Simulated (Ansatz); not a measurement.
## Electronic structure of KI in real space

Input

```
crystal:
  lattice:
    - [2.4856454456, -4.3033639529, 0.0]
    - [2.4856454456, 4.3033639529, 0.0]
    - [0.0, 0.0, 8.6793136639]
  atoms:
    - { symbol: K, position: [0.5, 0.5, 0.5] }
    - { symbol: K, position: [0.5, 0.5, 0.0] }
    - { symbol: I, position: [0.8332197398, 0.1667802602, 0.25] }
    - { symbol: I, position: [0.1667802602, 0.8332197398, 0.75] }
basis:
  ecutwfc: 420
kpoints:
  mp_grid: { grid: [6, 6, 4] }
hamiltonian:
  xc: lda
scf:
  occupations: { method: gaussian, width: 0.02 }
output:
  forces: true
  stress: true
  eigenvalues: true
  write_density: true
  write_potential: true
  elf: true
  volumetric_format: npy
relax:
  adjacent_minimum: "off"
  f_tol: 0.005
  max_steps: 50
  cell: { stress_tol: 0.05 }
```

Command:

```sh
ansatz run input.yaml --threads 1 --pin off --max-ram 2560MiB --backend cpu --events-out ev --progress --plain --runs-dir out
```

Below, planes, directions and counts refer to the conventional cell (a = 4.70 Å, b = 4.70 Å, c = 8.30 Å, α = 90.00°, β = 90.00°, γ = 120.00°).

The fields are those of the relaxed geometry.

Space group P6₃/mmc; a structure from a database of computed crystals, not necessarily the ambient phase.

The calculation used Ansatz, DFT LDA, scalar-relativistic, plane waves, PAW.

Core electrons are frozen (PAW), and the valence fields are smoothed inside the atomic spheres.

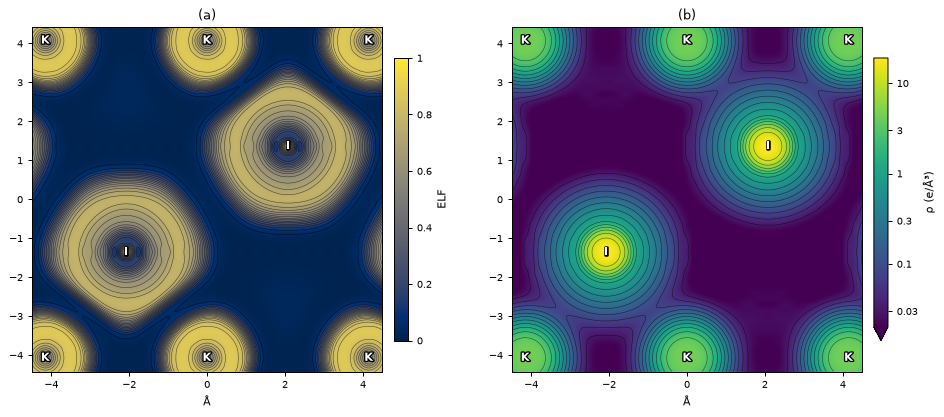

Figure 1. (a) ELF; (b) valence charge density (pseudo) on the (110) plane of the conventional cell.

> What do the fields say about this system?

- The section cuts through K and I sites.
- K–I (3.42 Å): the density is about 0.1 e/Å³ at the midpoint, with its minimum of 0.08 e/Å³ about 1.5 Å from K; the ELF peaks at about 0.80 in the valence shell of I, 1.3 Å from its nucleus, and drops to about 0.05 between the two atoms (an ionic contact with no shared pair).
- Between the atoms the lowest density in this plane is 0.005 e/Å³.
- The features right at K lie inside the PAW spheres, where the map follows smoothed inner orbitals and isn't to be read closely.

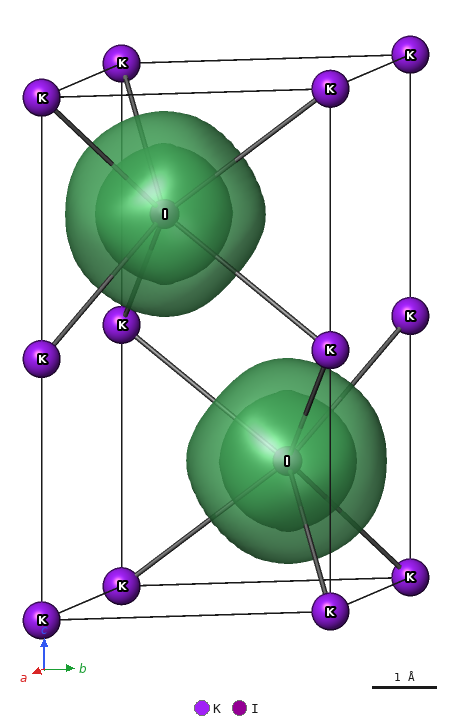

Figure 2. Isosurface of the ELF at 0.7 (green), seen slightly off an axis. Core shells and regions of very low density are left out. Sticks mark near contacts.

> Describe the localisation domains.

At this value the surface marks out two regions wrapped around I (the valence shell of each), counted in one cell of 4 atoms. Regions shared between cells count once.

> Does the calculation make it a metal, or give it a gap?

It is gapped, with a Kohn–Sham gap of 3.8 eV on the k-point mesh, an upper bound to the gap of this method.
